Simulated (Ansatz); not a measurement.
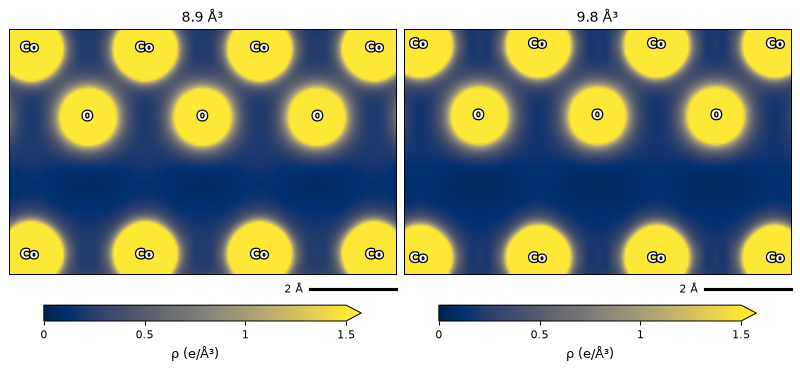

CoO. The valence pseudo-density of cells scaled evenly to different volumes (given per atom above each panel), on the (110) plane of each (indices in the axes of the cell below), at one length scale and on one colour scale.

A generated structure, not necessarily the stable one; spin-polarised.

All numbers below come from Kohn-Sham DFT of a periodic cell, PBE, Ansatz PAW in Ansatz 0.2.0.

In a PAW calculation such maps are meaningful between the atoms, not at the nuclei.

The largest cell:

```cif
data_structure
_symmetry_space_group_name_H-M 'P 1'
_symmetry_Int_Tables_number 1
_cell_length_a 2.8657
_cell_length_b 2.8657
_cell_length_c 2.7575
_cell_angle_alpha 90.000
_cell_angle_beta 90.000
_cell_angle_gamma 120.000
_cell_volume 19.61
loop_
_atom_site_label
_atom_site_type_symbol
_atom_site_fract_x
_atom_site_fract_y
_atom_site_fract_z
_atom_site_occupancy
Co1 Co 0.00000 0.00000 0.50000 1
O1 O 0.66667 0.33333 0.00000 1
```

| volume (Å³/atom) | Co–O contact in the plane (Å) | ρ at its midpoint (e/Å³) | pressure (GPa) | largest moment (μB) | 
| --- | --- | --- | --- | --- |
| 8.86 | 2.082 | 0.485 | 13.6 | 2.48 | 
| 9.62 | 2.140 | ? | ? | ? | 
| 9.81 | 2.154 | 0.410 | −6.7 | 2.51 | 

> What values belong in the row with question marks?

Over the known rows ln ρ falls by 2.33 per Å of Co–O distance (the line through the two), which gives 0.424 e/Å³ at 2.140 Å; the calculation gives 0.423 e/Å³. For the pressure, a straight line in volume between the neighbouring rows gives −2.6 GPa; the calculation gives −3.5, lower because pressure rises ever faster on compression. For the largest moment, a straight line in volume between the neighbouring rows gives 2.50 μB; the calculation gives 2.51.
